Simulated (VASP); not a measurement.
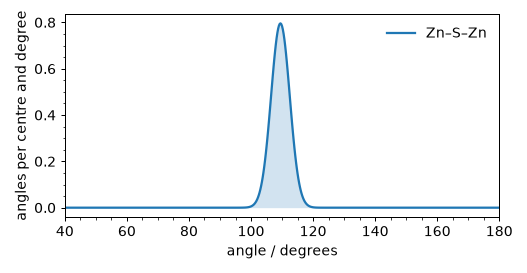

Bond-angle distributions computed from the structure of ZnS; each angle is a Gaussian of σ = 3.0°. Bonds counted: S–Zn up to 2.77 Å. It is based on the end point of a relaxation with VASP Kohn-Sham DFT of a periodic cell, SCAN, VASP PAW PBE potentials, recommended in VASP.

### Give the groups of angles for each curve.

Zn–S–Zn: 109–110° (6 per centre)

### What coordination geometry do the angles point to, counting the bonds named above alone?

S has 4 Zn neighbours in a tetrahedral arrangement.

The structure has space group P6_3mc (No. 186); other forms of this composition would give other results.
